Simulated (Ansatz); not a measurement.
# Co: starts and ends of a spin-polarised SCF

Wanted: the lowest electronic state of Co in this cell. One SCF may end in a higher state, so several starts are tried. The cell (2 atoms) is Co in its experimental structure (space group P6_3/mmc). Source: COD entry 9011617.

Method: DFT PBEsol, PAW, plane waves, scalar-relativistic, in Ansatz 0.2.0.

### Step 1. The system as given

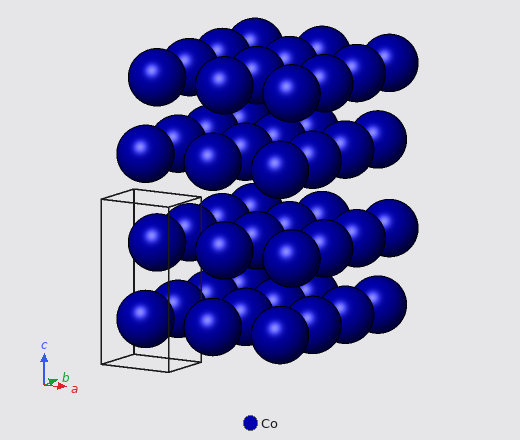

The starting structure, seen slightly off an axis (cobalt blue). 3×4×2 cells are drawn.

Structure file:

```cif
data_structure
_symmetry_space_group_name_H-M 'P 1'
_symmetry_Int_Tables_number 1
_cell_length_a 2.5360
_cell_length_b 2.5360
_cell_length_c 4.1360
_cell_angle_alpha 90.000
_cell_angle_beta 90.000
_cell_angle_gamma 120.000
_cell_volume 23.04
loop_
_atom_site_label
_atom_site_type_symbol
_atom_site_fract_x
_atom_site_fract_y
_atom_site_fract_z
_atom_site_occupancy
Co1 Co 0.33333 0.66667 0.25000 1
Co2 Co 0.66667 0.33333 0.75000 1
```

In tables a label like Co2 counts atoms in the order of input.yaml; a structure file may count by element.

The first starts: parallel moments, plain SCF; opposed moments +-, plain SCF; no spin polarisation; spin on, no moments given (the program may seed its own), plain SCF. Further starts follow from what these give.

“Plain SCF” means no search for lower states. Ends within 0.2 meV/atom and 0.1 μB count as one state.

Site moments are integrals over atomic spheres and don't add up to the total.

### Step 2. Parallel moments, plain SCF

input.yaml

```yaml
crystal:
  lattice:
    - [2.53599982, 0.0, 0.0]
    - [-1.26799991, 2.19624026, 0.0]
    - [0.0, 0.0, 4.136]
  atoms:
    - { symbol: Co, position: [0.33333333, 0.66666667, 0.25], spin: 3.0 }
    - { symbol: Co, position: [0.66666667, 0.33333333, 0.75], spin: 3.0 }
magnetization:
  spin_polarized: true
hamiltonian:
  xc: pbesol
  pseudopotentials: { kind: paw }
basis:
  ecutwfc: 420
kpoints:
  mp_grid: { grid: [14, 14, 8] }
scf:
  occupations: { method: fermi_dirac, width: 0.1 }
  lower_state_search: "off"
output:
  forces: true
  stress: true
```

The program printed, shortened:

```text
[...]
Pseudopotentials: kind: paw
Pseudopotential: Co, paw, valence charge 17, recommended cutoff 420 eV (normal), Co.paw.azcp
Functional definition: PBEsol
[...]
Crystal: 2 atoms, lattice volume = 23.036 Å³
Basis set: ecut = 420 eV, 451 PW (Γ), exchange–correlation on 36×36×60 points (8 copies of the dense FFT grid, shifted against one another)
Bands: 24, of which v1, the nominal top of the filled ones, is band 17 counted from 1 (16 counted from 0)
Symmetry: 24 space group operations
Space group: P63/mmc (ITA 194), of the structure as read, at distance tolerance 2.8e-5 Å
Magnetic group: BNS 194.263 (UNI 1493), of the structure as read, at distance tolerance 2.8e-5 Å
k-points: 120 of 1568
[...]
Starting moments: Σ|m| = 6 μB on 2 of 2 sites
[...]
SCF iter   1: F=—  HF=-10185.450118 eV  |F-HF|=—  |Δ(HF+E_count)|=         —  Δρ=1.27e-1 (↑1.27e-1 ↓6.96e-2)  dr2=5.61e-1  dr2_m=1.98e0  M=3.873 μB ∫|m|=4.077 μB  β_m=0.30  ethr=1.65e-3  ⟨swp⟩=1.0  Hψ=28864  notcnv=0
[...]
spin-set hold released at iteration 1 (the charge has settled, or the pull on large starting moments outlasts its swing): the magnetisation degrees of freedom join the quasi-Newton model from the next iteration; the mixer history was flushed
[...]
SCF iter   8: F=-10185.854659 eV  HF=-10185.854659 eV  |F-HF|=1.30e-8  |Δ(HF+E_count)|=   1.55e-7  Δρ=1.86e-5 (↑1.32e-5 ↓1.86e-5)  dr2=2.02e-8  dr2_m=3.54e-8  M=3.336 μB ∫|m|=3.650 μB  ethr=2.94e-10  ⟨swp⟩=3.0  Hψ=20889  notcnv=0
[...]
SCF converged after 8 iterations
Magnetization: 3.3360 μB (18.6680 up, 15.3320 down)
Absolute magnetization: 3.6508 μB (∫|ρ↑−ρ↓|, with the PAW one-centre terms)
Spin contamination: 0.0577 ħ² per cell (⟨S²⟩ above its minimum at these occupations)
Per-site moments (μB) at R_I (Å): [(1.739886947606715, 1.045212571379907), (1.7398869476067154, 1.045212571379907)]
Free energy (F): -10185.854659 eV
[...]
E sigma→0 (E₀):  -10185.819863 eV
Entropy (-TS):   -0.069593 eV (-34.796 meV/atom)
Fermi energy:    17.224092 eV
[...]
--- Forces (eV/Å), atoms counted from 1 ---
  atom   1  Co    -0.00000000     0.00000000     0.00000000
  atom   2  Co     0.00000000    -0.00000000     0.00000000
[...]
--- Stress (GPa, compression-positive) ---
      -18.933010      -0.000000       0.000000
       -0.000000     -18.933010       0.000000
        0.000000       0.000000     -20.716600
  P = ⅓ Tr σ = -19.5275 GPa (-195.275 kbar)
```

Wall time 6.5 s (2 threads of an x86-64 CPU, shared host); peak memory 0.41 GiB.

End: ferromagnetic, site moments Co1 1.74, Co2 1.74 μB, total 3.34 μB per cell, no gap on the k-mesh.

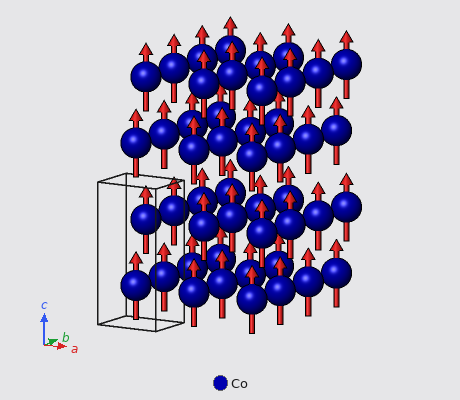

The moments of this state as arrows, longer for larger moments (red one way, blue the other). Without spin-orbit coupling their common direction is free.

### Step 3. Opposed moments +-, plain SCF

input.yaml, as its differences from that of step 2:

```diff
@@ -7,3 +7,3 @@
     - { symbol: Co, position: [0.33333333, 0.66666667, 0.25], spin: 3.0 }
-    - { symbol: Co, position: [0.66666667, 0.33333333, 0.75], spin: 3.0 }
+    - { symbol: Co, position: [0.66666667, 0.33333333, 0.75], spin: -3.0 }
 magnetization:
```

The program printed:

```text
[... 9 lines as in an earlier run ...]
Symmetry: 12 space group operations
Space group: P-6m2 (ITA 187), of the structure as read, at distance tolerance 2.8e-5 Å
Magnetic group: BNS 194.267 (UNI 1497), of the structure as read, at distance tolerance 2.8e-5 Å
k-points: 120 of 1568 (time reversal used)
[... 5 lines as in an earlier run ...]
Starting moments: Σ|m| = 6 μB on 2 of 2 sites
Starting magnetic order: antiferromagnet; an inversion exchanges its spin sublattices: spin-degenerate at every k-point
[... 2 lines as in an earlier run ...]
iter 1 solved again at ethr=1.96e-3 eV; its pass at ethr=3.10e-3 eV (dr2=6.65e-1 eV) is discarded
SCF iter   1: F=—  HF=-10184.901018 eV  |F-HF|=—  |Δ(HF+E_count)|=         —  Δρ=1.18e-1 (↑1.18e-1 ↓1.18e-1)  dr2=6.65e-1  dr2_m=2.64e0  M=-0.000 μB ∫|m|=3.934 μB  β_m=0.30  ethr=1.96e-3  ⟨swp⟩=1.3  Hψ=29204  notcnv=0
Mixer restart at iter 1: flushing history
preconditioner: auto → none  [metal: Δε(μ)=0.013 eV  Ē_g=10.387 eV  σ=0.100 eV  W_gap=0.03  n_scr=8 (ndim 8)  ℏωp=32.8 eV  f_vac=0.000  D(μ)=3.47/eV (n_scr^D=54)  sad-step TF]
[... 1 line as in an earlier run ...]
SCF iter   2: F=—  HF=-10185.013410 eV  |F-HF|=—  |Δ(HF+E_count)|=   1.12e-1  Δρ=9.17e-2 (↑9.17e-2 ↓9.17e-2)  dr2=7.71e-2  dr2_m=1.74e0  M=0.000 μB ∫|m|=3.751 μB  β_m=0.65  ethr=1.96e-3  ⟨swp⟩=2.0  Hψ=7014  notcnv=0
SCF iter   3: F=—  HF=-10186.221112 eV  |F-HF|=—  |Δ(HF+E_count)|=    1.21e0  Δρ=9.57e-2 (↑9.57e-2 ↓9.57e-2)  dr2=3.94e0  dr2_m=2.77e-1  M=0.000 μB ∫|m|=3.151 μB  β_m=0.49  ethr=2.27e-4  ⟨swp⟩=3.0  Hψ=14396  notcnv=0  defer=108
SCF iter   4: F=—  HF=-10185.393989 eV  |F-HF|=—  |Δ(HF+E_count)|=   8.27e-1  Δρ=1.84e-2 (↑1.78e-2 ↓1.84e-2)  dr2=3.49e-2  dr2_m=4.59e-2  M=-0.002 μB ∫|m|=2.759 μB  β_m=0.74  ethr=2.27e-4  ⟨swp⟩=3.0  Hψ=14411  notcnv=0  defer=124
SCF iter   5: F=—  HF=-10185.423209 eV  |F-HF|=—  |Δ(HF+E_count)|=   2.92e-2  Δρ=1.98e-2 (↑1.98e-2 ↓6.48e-3)  dr2=1.11e-1  dr2_m=1.22e-2  M=0.065 μB ∫|m|=2.529 μB  β_m=0.87  ethr=1.03e-4  ⟨swp⟩=2.5  Hψ=11030  notcnv=0  defer=130
SCF iter   6: F=—  HF=-10186.075605 eV  |F-HF|=—  |Δ(HF+E_count)|=   6.52e-1  Δρ=1.99e-1 (↑1.43e-1 ↓1.99e-1)  dr2=2.21e1  dr2_m=1.09e0  M=-0.915 μB ∫|m|=2.196 μB  β_m=0.46  ethr=1.03e-4  ⟨swp⟩=2.6  Hψ=11673  notcnv=0  defer=132  recentre
SCF iter   7: F=—  HF=-10185.421148 eV  |F-HF|=—  |Δ(HF+E_count)|=   6.54e-1  Δρ=3.60e-3 (↑3.60e-3 ↓3.35e-3)  dr2=6.72e-3  dr2_m=7.12e-4  M=0.024 μB ∫|m|=2.338 μB  β_m=0.54  ethr=1.03e-4  ⟨swp⟩=2.1  Hψ=13218  notcnv=0  defer=144
SCF iter   8: F=—  HF=-10185.421519 eV  |F-HF|=—  |Δ(HF+E_count)|=   3.71e-4  Δρ=1.50e-3 (↑1.50e-3 ↓1.11e-3)  dr2=8.52e-4  dr2_m=1.10e-4  M=0.004 μB ∫|m|=2.301 μB  β_m=0.77  ethr=1.98e-5  ⟨swp⟩=1.0  Hψ=6242  notcnv=0  defer=143
SCF iter   9: F=—  HF=-10185.421855 eV  |F-HF|=—  |Δ(HF+E_count)|=   3.36e-4  Δρ=1.28e-3 (↑1.17e-3 ↓1.28e-3)  dr2=9.33e-4  dr2_m=9.00e-5  M=0.017 μB ∫|m|=2.311 μB  β_m=0.78  ethr=2.51e-6  ⟨swp⟩=1.0  Hψ=5703  notcnv=0  defer=143
SCF iter  10: F=—  HF=-10185.421886 eV  |F-HF|=—  |Δ(HF+E_count)|=   3.13e-5  Δρ=1.55e-3 (↑1.55e-3 ↓1.41e-3)  dr2=1.36e-3  dr2_m=1.16e-4  M=0.021 μB ∫|m|=2.307 μB  β_m=0.83  ethr=2.51e-6  ⟨swp⟩=1.0  Hψ=5615  notcnv=0  defer=143
SCF iter  11: F=—  HF=-10185.421877 eV  |F-HF|=—  |Δ(HF+E_count)|=   8.60e-6  Δρ=1.00e-3 (↑1.00e-3 ↓9.79e-4)  dr2=5.99e-4  dr2_m=7.63e-5  M=0.022 μB ∫|m|=2.299 μB  β_m=0.92  ethr=2.51e-6  ⟨swp⟩=1.0  Hψ=5615  notcnv=0  defer=143
SCF iter  12: F=—  HF=-10185.421919 eV  |F-HF|=—  |Δ(HF+E_count)|=   4.16e-5  Δρ=1.90e-3 (↑1.70e-3 ↓1.90e-3)  dr2=1.86e-3  dr2_m=2.04e-4  M=0.035 μB ∫|m|=2.293 μB  β_m=0.15  ethr=1.76e-6  ⟨swp⟩=1.0  Hψ=5615  notcnv=0  defer=143  recentre
SCF iter  13: F=—  HF=-10185.421880 eV  |F-HF|=—  |Δ(HF+E_count)|=   3.90e-5  Δρ=1.04e-3 (↑7.91e-4 ↓1.04e-3)  dr2=3.39e-4  dr2_m=9.64e-5  M=0.034 μB ∫|m|=2.297 μB  β_m=0.76  ethr=1.76e-6  ⟨swp⟩=1.0  Hψ=5615  notcnv=0  defer=143
SCF iter  14: F=—  HF=-10185.421876 eV  |F-HF|=—  |Δ(HF+E_count)|=   4.19e-6  Δρ=1.07e-3 (↑1.07e-3 ↓1.04e-3)  dr2=5.80e-4  dr2_m=9.65e-5  M=0.029 μB ∫|m|=2.301 μB  β_m=0.88  ethr=9.96e-7  ⟨swp⟩=1.0  Hψ=5615  notcnv=0  defer=143
SCF iter  15: F=—  HF=-10185.421863 eV  |F-HF|=—  |Δ(HF+E_count)|=   1.32e-5  Δρ=7.58e-4 (↑7.58e-4 ↓7.39e-4)  dr2=2.87e-4  dr2_m=4.71e-5  M=0.020 μB ∫|m|=2.301 μB  β_m=0.94  ethr=9.96e-7  ⟨swp⟩=1.0  Hψ=5615  notcnv=0  defer=143
SCF iter  16: F=—  HF=-10185.421853 eV  |F-HF|=—  |Δ(HF+E_count)|=   9.23e-6  Δρ=2.66e-4 (↑2.66e-4 ↓2.46e-4)  dr2=3.87e-5  dr2_m=5.50e-6  M=0.006 μB ∫|m|=2.300 μB  β_m=0.97  ethr=8.45e-7  ⟨swp⟩=1.0  Hψ=5615  notcnv=0  defer=143
SCF iter  17: F=—  HF=-10185.421850 eV  |F-HF|=—  |Δ(HF+E_count)|=   3.90e-6  Δρ=4.48e-5 (↑4.48e-5 ↓4.27e-5)  dr2=8.42e-7  dr2_m=1.18e-7  M=-0.001 μB ∫|m|=2.300 μB  β_m=0.76  ethr=1.14e-7  ⟨swp⟩=1.0  Hψ=5615  notcnv=0  defer=143
SCF iter  18: F=—  HF=-10185.421849 eV  |F-HF|=—  |Δ(HF+E_count)|=   1.15e-7  Δρ=5.66e-5 (↑4.70e-5 ↓5.66e-5)  dr2=1.80e-6  dr2_m=1.80e-7  M=0.001 μB ∫|m|=2.300 μB  β_m=0.76  ethr=2.48e-9  ⟨swp⟩=1.8  Hψ=6537  notcnv=0  defer=143
SCF iter  19: F=—  HF=-10185.421849 eV  |F-HF|=—  |Δ(HF+E_count)|=   4.45e-8  Δρ=1.94e-5 (↑1.70e-5 ↓1.94e-5)  dr2=1.80e-7  dr2_m=2.58e-8  M=-0.000 μB ∫|m|=2.301 μB  β_m=0.88  ethr=2.48e-9  ⟨swp⟩=1.0  Hψ=5615  notcnv=0  defer=143
SCF iter  20: F=—  HF=-10185.421849 eV  |F-HF|=—  |Δ(HF+E_count)|=   8.40e-8  Δρ=6.08e-5 (↑5.62e-5 ↓6.08e-5)  dr2=2.04e-6  dr2_m=3.04e-7  M=-0.001 μB ∫|m|=2.301 μB  β_m=0.94  ethr=2.94e-10  ⟨swp⟩=3.1  Hψ=15286  notcnv=0  recentre
SCF iter  21: F=—  HF=-10185.421849 eV  |F-HF|=—  |Δ(HF+E_count)|=   7.13e-8  Δρ=3.41e-5 (↑3.41e-5 ↓2.76e-5)  dr2=6.15e-7  dr2_m=6.18e-8  M=-0.001 μB ∫|m|=2.301 μB  β_m=0.97  ethr=5.30e-10  ⟨swp⟩=1.5  Hψ=6487  notcnv=0  defer=143
SCF iter  22: F=-10185.421849 eV  HF=-10185.421849 eV  |F-HF|=3.02e-8  |Δ(HF+E_count)|=   2.06e-8  Δρ=8.61e-6 (↑6.40e-6 ↓8.61e-6)  dr2=3.33e-8  dr2_m=3.16e-9  M=0.000 μB ∫|m|=2.301 μB  ethr=2.94e-10  ⟨swp⟩=2.1  Hψ=16523  notcnv=0
The SCF converged. Along the directions that its mixing steps explored, a Ritz value of the dielectric operator 1 − χ₀K read negative at each of the last 4 readings (its real part and the size of its imaginary part sum to between -0.24 and -0.20).
SCF 1 converged in 22 iterations: F = -10185.421849 eV  dr2 = 3.33e-8
No search for a lower state was made along the close's negative reading: the deck asks for none (scf.lower_state_search: off) (following: asked_to_warn; scf.lower_state_search in the input reference).
SCF converged after 22 iterations
Magnetization: 0.0001 μB (17.0000 up, 17.0000 down)
Absolute magnetization: 2.3006 μB (∫|ρ↑−ρ↓|, with the PAW one-centre terms)
Spin contamination: 0.7481 ħ² per cell (⟨S²⟩ above its minimum at these occupations)
Per-site moments (μB) at R_I (Å): [(1.1255360484197432, 1.045212571379907), (-1.1254718157761572, 1.045212571379907)]
Free energy (F): -10185.421849 eV
Harris-Foulkes:  -10185.421849 eV  (|F-HF|=3.02e-8)
Internal energy: -10185.251565 eV  (E = F + TS)
E sigma→0 (E₀):  -10185.336707 eV
Entropy (-TS):   -0.170284 eV (-85.142 meV/atom)
Fermi energy:    17.204925 eV
--- Per-component energies (eV) ---
  E_band       = -532.572202
  E_kinetic    = 903.795680
  E_local      = -5832.479010  (includes V_loc(G=0)·N_el)
  E_nonlocal   = 910.730461
  E_hartree    = 2431.803839
  E_xc         = -313.912714
  E_vxc        = -406.904567  (∫ρ·V_xc dr)
  E_paw        = -2963.522341  (= ΣΔE_a)
  E_vpaw       = -971.317903  (= ΣTr[D̂ρ^β])
  E_aug_tail   = 0.000111  (compensation charges beyond the density's cutoff)
  E_ewald      = -5322.044431
  E_core_change = 0.376838  (= ΣΔE_core)
  E_smearing   = -0.170284  (= −TS)
  E_closure    = 0.000000  (closes the sum)
  Σ components = -10185.421849   (vs F -10185.421849, Δ=0.00e0)
--- Forces (eV/Å), atoms counted from 1 ---
  atom   1  Co     0.00000000     0.00000000     0.00000000
  atom   2  Co     0.00000000    -0.00000000     0.00000000
  max |Σ_I F_I| component: 9.25e-18 eV/Å
--- Stress (GPa, compression-positive) ---
      -24.469681      -0.000000       0.000000
       -0.000000     -24.469681       0.000000
        0.000000       0.000000     -22.855670
  P = ⅓ Tr σ = -23.9317 GPa (-239.317 kbar)
```

Run time: 18 s. Hardware: 2 threads of an x86-64 CPU, shared host; peak memory 0.44 GiB.

The state reached is antiferromagnetic (magnetic neighbours of Co1 with a moment over 0.3 of its own that point the other way: 6 of 12 at 2.53 Å, 6 of 6 at 3.58 Å), site moments Co1 1.13, Co2 -1.13 μB, total 0.00 μB per cell, no gap on the k-mesh. It lies 216 meV/atom above the lowest state so far (step 2). The program's check reads this end as a saddle point, not a minimum.

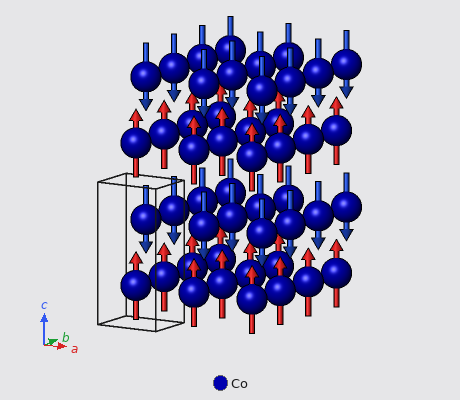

The moments of this state as arrows, longer for larger moments (red one way, blue the other). Without spin-orbit coupling their common direction is free.

### Step 4. No spin polarisation

input.yaml, as its differences from that of step 3:

```diff
@@ -6,6 +6,4 @@
   atoms:
-    - { symbol: Co, position: [0.33333333, 0.66666667, 0.25], spin: 3.0 }
-    - { symbol: Co, position: [0.66666667, 0.33333333, 0.75], spin: -3.0 }
-magnetization:
-  spin_polarized: true
+    - { symbol: Co, position: [0.33333333, 0.66666667, 0.25] }
+    - { symbol: Co, position: [0.66666667, 0.33333333, 0.75] }
 hamiltonian:
```

The program printed, shortened:

```text
[... 8 lines as in an earlier run ...]
Bands: 21, of which v1, the nominal top of the filled ones, is band 17 counted from 1 (16 counted from 0)
[... 7 lines as in an earlier run ...]
[...]
[... 2 lines as in an earlier run ...]
SCF iter   1: F=—  HF=-10185.395701 eV  |F-HF|=—  |Δ(HF+E_count)|=         —  Δρ=2.44e-2  dr2=7.22e-2  ethr=1.77e-3  ⟨swp⟩=4.3  Hψ=9241  notcnv=0
[...]
SCF iter   6: F=-10185.383218 eV  HF=-10185.383218 eV  |F-HF|=1.04e-8  |Δ(HF+E_count)|=   2.41e-7  Δρ=1.23e-5  dr2=1.65e-8  ethr=2.94e-10  ⟨swp⟩=3.1  Hψ=10271  notcnv=0
[...]
SCF converged after 6 iterations
Free energy (F): -10185.383218 eV
[...]
E sigma→0 (E₀):  -10185.281980 eV
Entropy (-TS):   -0.202477 eV (-101.238 meV/atom)
Fermi energy:    17.085987 eV
[...]
--- Forces (eV/Å), atoms counted from 1 ---
  atom   1  Co     0.00000000     0.00000000     0.00000000
  atom   2  Co     0.00000000    -0.00000000     0.00000000
[...]
--- Stress (GPa, compression-positive) ---
      -28.530352      -0.000000       0.000000
       -0.000000     -28.530352       0.000000
        0.000000       0.000000     -31.646119
  P = ⅓ Tr σ = -29.5689 GPa (-295.689 kbar)
```

Wall time 2 s (2 threads of an x86-64 CPU, shared host); peak memory 0.38 GiB.

End: non-magnetic (no spin polarisation), no gap on the k-mesh. Against step 2, the lowest until now, it is 236 meV/atom higher.

### Step 5. Spin on, no moments given (the program may seed its own), plain SCF

input.yaml, as its differences from that of step 4:

```diff
@@ -21 +21,3 @@
   stress: true
+magnetization:
+  spin_polarized: true
```

The program printed, shortened:

```text
band count auto-derived: 24 (N_el = 34.0; filled up to band 17; 21 by the electrons, moments and atoms)
[... 19 lines as in an earlier run ...]
[...]
SCF iter   1: F=—  HF=-10183.455081 eV  |F-HF|=—  |Δ(HF+E_count)|=         —  Δρ=3.25e-1 (↑2.64e-1 ↓3.25e-1)  dr2=5.11e-1  dr2_m=1.82e1  M=4.217 μB ∫|m|=4.217 μB  ethr=1.65e-3  ⟨swp⟩=1.4  Hψ=14583  notcnv=0
[...]
SCF iter   9: F=-10185.854659 eV  HF=-10185.854659 eV  |F-HF|=1.86e-8  |Δ(HF+E_count)|=   1.76e-7  Δρ=1.60e-5 (↑1.11e-5 ↓1.60e-5)  dr2=3.26e-8  dr2_m=2.01e-8  M=3.336 μB ∫|m|=3.650 μB  ethr=2.94e-10  ⟨swp⟩=4.0  Hψ=18465  notcnv=0
[...]
SCF converged after 9 iterations
Magnetization: 3.3359 μB (18.6680 up, 15.3320 down)
Absolute magnetization: 3.6506 μB (∫|ρ↑−ρ↓|, with the PAW one-centre terms)
Spin contamination: 0.0577 ħ² per cell (⟨S²⟩ above its minimum at these occupations)
Per-site moments (μB) at R_I (Å): [(1.7398349512193954, 1.045212571379907), (1.7398349512193947, 1.045212571379907)]
Free energy (F): -10185.854659 eV
[...]
E sigma→0 (E₀):  -10185.819862 eV
Entropy (-TS):   -0.069595 eV (-34.798 meV/atom)
Fermi energy:    17.224132 eV
[... 25 lines left out: energy terms, forces, stress ...]
```

Wall time 6.1 s (2 threads of an x86-64 CPU, shared host); peak memory 0.38 GiB.

The run ends in the same state as step 2 (ferromagnetic); it took 9 iterations.

### Step 6. Parallel moments scaled by 0.1, plain SCF

input.yaml, as its differences from that of step 5:

```diff
@@ -6,4 +6,6 @@
   atoms:
-    - { symbol: Co, position: [0.33333333, 0.66666667, 0.25] }
-    - { symbol: Co, position: [0.66666667, 0.33333333, 0.75] }
+    - { symbol: Co, position: [0.33333333, 0.66666667, 0.25], spin: 0.3 }
+    - { symbol: Co, position: [0.66666667, 0.33333333, 0.75], spin: 0.3 }
+magnetization:
+  spin_polarized: true
 hamiltonian:
@@ -21,3 +23 @@
   stress: true
-magnetization:
-  spin_polarized: true
```

The program printed, shortened:

```text
[... 8 lines as in an earlier run ...]
Bands: 22, of which v1, the nominal top of the filled ones, is band 17 counted from 1 (16 counted from 0)
[... 9 lines as in an earlier run ...]
Starting moments: Σ|m| = 0.6 μB on 2 of 2 sites
[... 2 lines as in an earlier run ...]
[...]
SCF iter   1: F=—  HF=-10185.522641 eV  |F-HF|=—  |Δ(HF+E_count)|=         —  Δρ=5.91e-2 (↑1.23e-2 ↓5.91e-2)  dr2=5.49e-1  dr2_m=1.32e-1  M=0.825 μB ∫|m|=0.837 μB  β_m=1.00  ethr=1.62e-3  ⟨swp⟩=1.0  Hψ=26446  notcnv=0
[...]
spin-set hold released at iteration 12 (site moments contracting): the magnetisation degrees of freedom join the quasi-Newton model from the next iteration; the mixer history was flushed
[...]
SCF iter  19: F=-10185.854659 eV  HF=-10185.854659 eV  |F-HF|=1.10e-9  |Δ(HF+E_count)|=   1.17e-7  Δρ=2.78e-6 (↑2.18e-6 ↓2.78e-6)  dr2=7.74e-10  dr2_m=9.57e-10  M=3.336 μB ∫|m|=3.650 μB  ethr=3.58e-11  ⟨swp⟩=2.0  Hψ=16817  notcnv=0
[...]
SCF converged after 19 iterations
Magnetization: 3.3360 μB (18.6680 up, 15.3320 down)
Absolute magnetization: 3.6506 μB (∫|ρ↑−ρ↓|, with the PAW one-centre terms)
Spin contamination: 0.0577 ħ² per cell (⟨S²⟩ above its minimum at these occupations)
Per-site moments (μB) at R_I (Å): [(1.7398595324979746, 1.045212571379907), (1.739859532497974, 1.045212571379907)]
Free energy (F): -10185.854659 eV
[...]
E sigma→0 (E₀):  -10185.819862 eV
Entropy (-TS):   -0.069595 eV (-34.797 meV/atom)
Fermi energy:    17.224105 eV
[... 25 lines left out: energy terms, forces, stress ...]
```

It took 11 s on 2 threads of an x86-64 CPU, shared host; peak memory 0.4 GiB.

This is the state of step 2 again (ferromagnetic), after 19 iterations.

[end of part 1 of 2]
